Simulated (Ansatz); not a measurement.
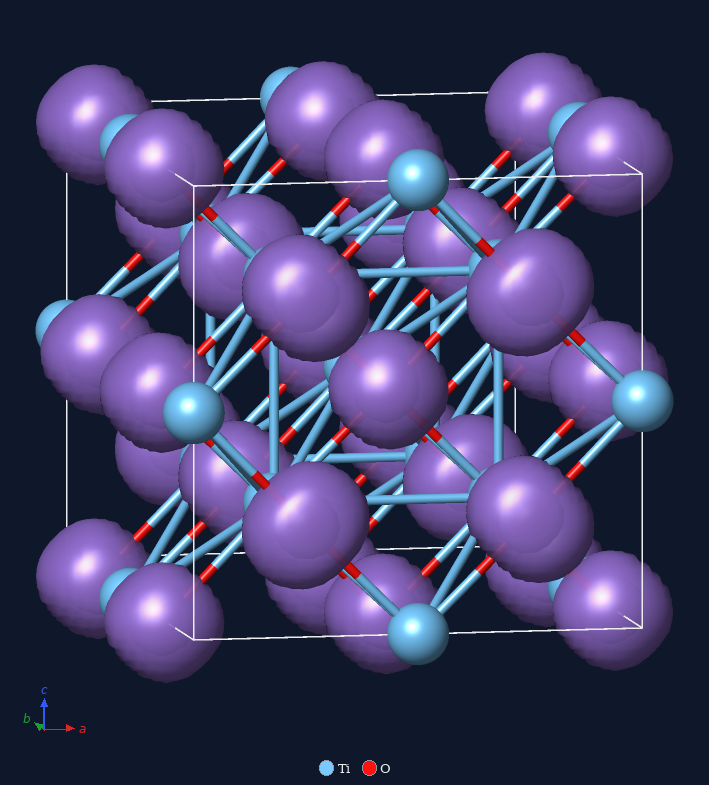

The picture shows: Ti3O4. Isosurface of the electron localisation function at 0.75 (purple), seen slightly off an axis. Only the valence region is drawn (cores and ρ < 0.01 e/Å³ removed). Sticks mark near contacts.

Space group Fmm2; a structure from a database of computed crystals, not necessarily the ambient phase; changed on purpose from its base cell (all O atoms moved +0.025 Å, as atom 4 along Cartesian [1 1 0]); not relaxed (largest force 0.3 eV/Å); computed without spin polarisation.

Level of theory: DFT PBEsol, scalar-relativistic, plane waves, PAW in Ansatz.

```yaml
crystal:
  lattice:
    - [4.10007, -4.10007, 0.00000]
    - [0.00000, 0.00000, 8.09774]
    - [-4.10007, -4.10007, 0.00000]
  atoms:
    - { symbol: Ti, position: [0.25000, 0.25000, 0.75000] }
    - { symbol: Ti, position: [0.75000, 0.75000, 0.75000] }
    - { symbol: Ti, position: [0.75000, 0.25000, 0.25000] }
    - { symbol: Ti, position: [0.25000, 0.75000, 0.25000] }
    - { symbol: Ti, position: [0.00000, 0.00000, 0.50000] }
    - { symbol: Ti, position: [0.50000, 0.50000, 0.50000] }
    - { symbol: Ti, position: [0.50000, 0.00000, 0.00000] }
    - { symbol: Ti, position: [0.00000, 0.50000, 0.00000] }
    - { symbol: Ti, position: [0.75000, 0.25000, 0.75000] }
    - { symbol: Ti, position: [0.25000, 0.75000, 0.75000] }
    - { symbol: Ti, position: [0.25000, 0.25000, 0.25000] }
    - { symbol: Ti, position: [0.75000, 0.75000, 0.25000] }
    - { symbol: O, position: [0.25000, 0.00000, 0.74569] }
    - { symbol: O, position: [0.75000, 0.50000, 0.74569] }
    - { symbol: O, position: [0.75000, 0.00000, 0.24569] }
    - { symbol: O, position: [0.25000, 0.50000, 0.24569] }
    - { symbol: O, position: [0.00000, 0.24269, 0.99569] }
    - { symbol: O, position: [0.50000, 0.74269, 0.99569] }
    - { symbol: O, position: [0.50000, 0.24269, 0.49569] }
    - { symbol: O, position: [0.00000, 0.74269, 0.49569] }
    - { symbol: O, position: [0.75000, 0.00000, 0.74569] }
    - { symbol: O, position: [0.25000, 0.50000, 0.74569] }
    - { symbol: O, position: [0.25000, 0.00000, 0.24569] }
    - { symbol: O, position: [0.75000, 0.50000, 0.24569] }
    - { symbol: O, position: [0.50000, 0.25731, 0.99569] }
    - { symbol: O, position: [0.00000, 0.75731, 0.99569] }
    - { symbol: O, position: [0.00000, 0.25731, 0.49569] }
    - { symbol: O, position: [0.50000, 0.75731, 0.49569] }
```

**Where are the electrons localised?**

The surface consists of 16 regions wrapped around O (the valence shell of each), counted in one cell of 28 atoms. Regions shared between cells count once. Along the contacts the grid gives the following. Ti–O (2.02 Å): the ELF peaks at about 0.80 in the valence shell of O, 0.6 Å from its nucleus, and is about 0.15 at the midpoint: no localised pair shows between them. Ti–Ti (2.88 Å): the ELF is about 0.15 at the midpoint: no shared electron pair shows on this line.

**Does the calculation give a band gap?**

It is gapless in this calculation (a metal or semimetal); semilocal functionals without U, or without the true magnetic order, often close the gap of such compounds.
